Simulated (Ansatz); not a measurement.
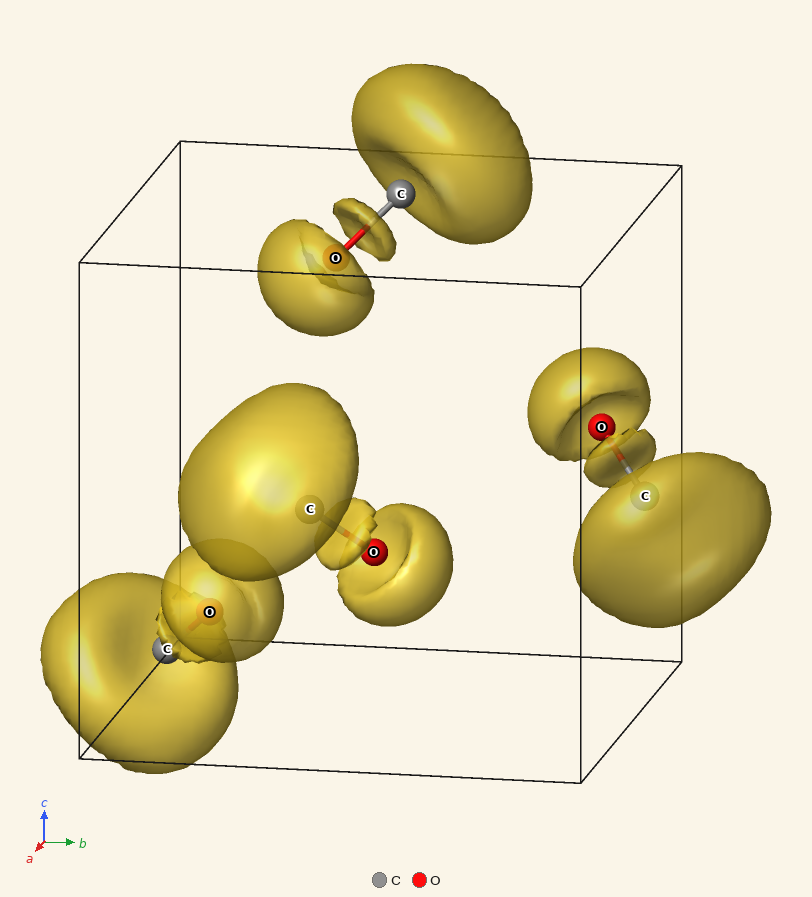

Figure 1: CO. Isosurface of the electron localisation function at 0.8 (yellow), seen slightly off an axis. Core shells and regions of very low density are left out. Sticks mark near contacts.

Space group P2₁3; started from the database_198 prototype, which need not be the ambient phase.

These are results of Ansatz 0.2.0, DFT PBE, scalar-relativistic, plane waves, PAW, not measurements.

> Where are the electrons localised?

The ELF exceeds this value in four regions between bonded C–O atoms (shared pairs), four lobes on C, pointing away from the bonds (lone pairs) and four lobes on O, pointing away from the bonds (lone pairs, which may merge into one lobe), counted in one cell of 8 atoms. Any copies at cell faces, edges or corners count once. Profiles from the grid: C–O (1.13 Å): the ELF peaks at about 0.85 between the atoms (inside overlapping PAW spheres, so only a guide): a short, multiple covalent bond.

> Does the calculation give a band gap?

It is gapped, with a Kohn–Sham gap of 6.3 eV on the k-point mesh (the band edges may lie off the mesh, which would make the gap smaller).
